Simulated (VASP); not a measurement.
# CuAu$_{3}$: 7 runs along one coordinate

System: CuAu$_{3}$ (4 atoms in the cell).
Method: Kohn-Sham DFT of a periodic cell, PBEsol, VASP PAW PBE potentials, recommended, no spin polarisation (VASP 6.6.1).

The 7 runs differ only in the geometry, by an even scaling of the cell at fixed fractional positions. The structure derives from an entry of the Crystallography Open Database.

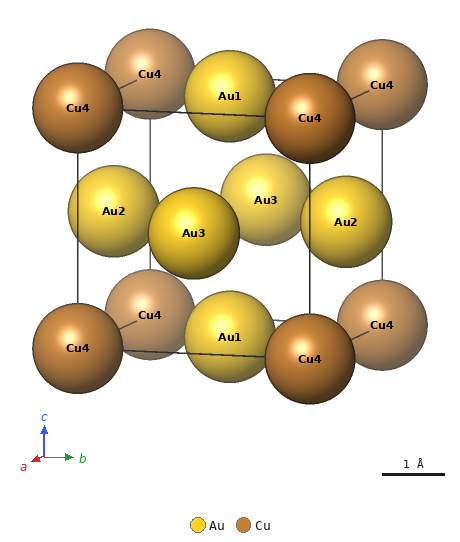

Figure 1. The structure of run 4 (spheres-only view of the cell of the calculation, seen slightly off an axis; atoms are numbered from 1 in the order of the input).

### INCAR of run 4
```
  ALGO = Normal
  EDIFF = 1E-7
  ENCUT = 520
  GGA = PS
  ISIF = 2
  ISMEAR = -1
  LASPH = T
  LCHARG = F
  LREAL = F
  LWAVE = F
  NBANDS = 30
  NELM = 60
  PREC = Accurate
  SIGMA = 0.05
```

### KPOINTS of run 4
```
k-points
0
Gamma
  7 7 7
```

### POSCAR of run 4
```
CuAu3
1.0
    3.9800000000      0.0000000000      0.0000000000
    0.0000000000      3.9800000000      0.0000000000
    0.0000000000      0.0000000000      3.9800000000
Au Cu
3 1
Direct
    0.5000000000      0.5000000000      0.0000000000
    0.5000000000      0.0000000000      0.5000000000
    0.0000000000      0.5000000000      0.5000000000
    0.0000000000      0.0000000000      0.0000000000
```

Command:
```bash
cat potpaw_PBE.64/Au/POTCAR potpaw_PBE.64/Cu/POTCAR > POTCAR
mpirun -np 1 vasp_std > vasp.out
```

Run 6 differs from it as follows:
```diff
-    3.9800000000      0.0000000000      0.0000000000
-    0.0000000000      3.9800000000      0.0000000000
-    0.0000000000      0.0000000000      3.9800000000
+    4.0323744272      0.0000000000      0.0000000000
+    0.0000000000      4.0323744272      0.0000000000
+    0.0000000000      0.0000000000      4.0323744272
```

### Results, with one run withheld

| run | volume per atom (Å³) | free energy per atom, from the lowest run given (meV) | pressure (GPa) |
| --- | --- | --- | --- |
| 1 | 14.816 | 28.24 | 11.28 |
| 2 | 15.131 | 10.51 | 6.58 |
| 3 | 15.446 | 1.46 | 2.46 |
| 4 | 15.761 | 0.00 | −1.14 |
| 5 | 16.076 | 5.19 | −4.29 |
| 6 | 16.392 | ? | ? |
| 7 | 16.707 | 32.15 | −9.39 |

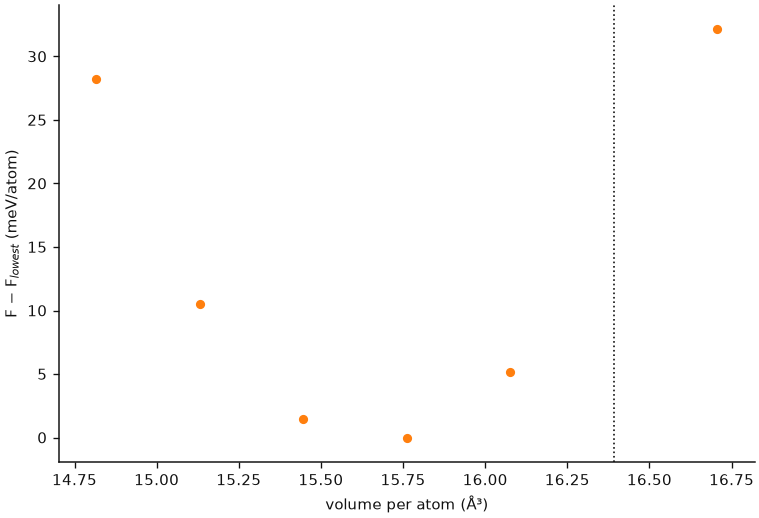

Figure 2. Free energy per atom of the runs given; the dotted line marks run 6.

Fit the runs given and predict run 6.

A cubic polynomial in V^(−2/3) (the Birch–Murnaghan form), fitted to the 6 runs given, misses them by at most 0.01 meV per atom. With x = V^(−2/3) − 0.15993 Å⁻², it reads F = −0.2563 + 326.67 x + 7.5425e+05 x² + 4.229e+06 x³ (meV per atom). At run 6 it gives 16.17 meV per atom, and the run itself gives 16.16. The slope of the fit gives a pressure −dF/dV of −6.91 GPa there, and the run prints −7.03 GPa. The two needn't agree exactly: the fit is approximate, and the printed stress is taken on a finite basis. The fit has its minimum at 15.667 Å³ per atom, where V d²F/dV² gives 174 GPa: the bulk modulus at this level, since symmetry fixes the shape and the positions.

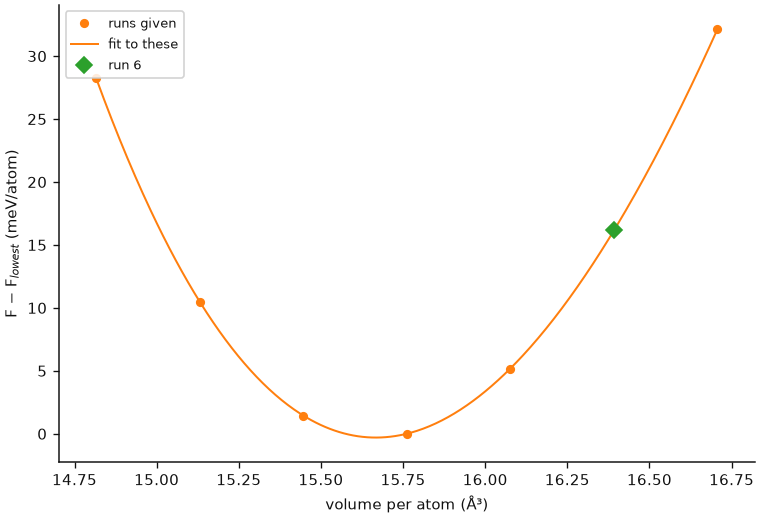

Figure 3. The fit and the withheld run.

### OSZICAR and lines of OUTCAR (run 6)
```
N       E                     dE             d eps       ncg     rms          rms(c)
DAV:   1     0.353120599207E+03    0.35312E+03   -0.21643E+04  1224   0.178E+03
DAV:   2     0.314497000085E+01   -0.34998E+03   -0.32636E+03  1298   0.385E+02
DAV:   3    -0.175350376358E+02   -0.20680E+02   -0.19964E+02  1346   0.982E+01
DAV:   4    -0.179268550664E+02   -0.39182E+00   -0.39111E+00  1364   0.122E+01
DAV:   5    -0.179394951420E+02   -0.12640E-01   -0.12639E-01  1680   0.241E+00    0.170E+01
DAV:   6    -0.168132990231E+02    0.11262E+01   -0.12516E+01  1640   0.680E+01    0.897E+00
DAV:   7    -0.163618330128E+02    0.45147E+00   -0.44249E+00  1416   0.987E+01    0.979E+00
DAV:   8    -0.161352612176E+02    0.22657E+00   -0.28408E+00  1670   0.224E+01    0.392E+00
DAV:   9    -0.161455233668E+02   -0.10262E-01   -0.24854E-01  1578   0.127E+01    0.122E+00
DAV:  10    -0.161247222567E+02    0.20801E-01   -0.14602E-01  1426   0.852E+00    0.193E-01
DAV:  11    -0.161243442379E+02    0.37802E-03   -0.40850E-03  1818   0.121E+00    0.683E-02
DAV:  12    -0.161242941481E+02    0.50090E-04   -0.23994E-04  1852   0.328E-01    0.204E-02
DAV:  13    -0.161242920681E+02    0.20800E-05   -0.22497E-05  1866   0.854E-02    0.366E-03
DAV:  14    -0.161242922013E+02   -0.13324E-06   -0.82661E-07  1386   0.740E-03    0.150E-03
DAV:  15    -0.161242921728E+02    0.28549E-07   -0.19646E-07   892   0.123E-02
   1 F= -.16124292E+02 E0= -.16116971E+02  d E =-.146417E-01
[... from OUTCAR:]
  free energy    TOTEN  =       -16.12429217 eV
  energy without entropy =      -16.10965049  energy(sigma->0) =      -16.11697133
 E-fermi :   8.3234     XC(G=0): -12.6432     alpha+bet :-13.2826
  free  energy   TOTEN  =       -16.1242921728 eV
  energy  without entropy=      -16.1096504873  energy(sigma->0) =      -16.11697133
```

Notes: Spin–orbit coupling is left out, which matters for Au.
